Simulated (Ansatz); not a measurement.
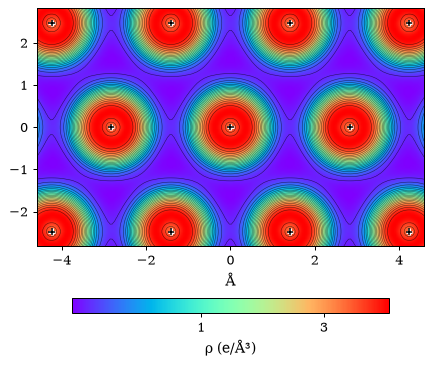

The valence electron density on a plane through atoms (crosses mark nuclei in the plane).

Computed with Ansatz 0.2.0, DFT r2SCAN, scalar-relativistic, plane waves, PAW.

Candidates:
A. W, a = 2.83 Å, b = 2.83 Å, c = 4.06 Å, α = 90.00°, β = 90.00°, γ = 90.00°. Space group I4/mmm; changed on purpose from its base cell (strain -0.015 along x and y, +0.000 along z, atoms carried along).
B. SnO₂, a = 4.76 Å, b = 4.76 Å, c = 3.20 Å, α = 90.00°, β = 90.00°, γ = 90.00°. Space group P4₂/mnm; a structure from a database of computed crystals, not necessarily the ambient phase.
C. Mo, a = 2.74 Å, b = 2.74 Å, c = 2.56 Å, α = 90.00°, β = 90.00°, γ = 120.00°. Space group P6/mmm; a structure from a database of computed crystals, not necessarily the ambient phase; computed without spin polarisation.

Which system is this?

Candidate A: W on the (011) plane of the conventional cell, which holds W. W–W (2.83 Å): the density is about 0.37 e/Å³ at the midpoint.
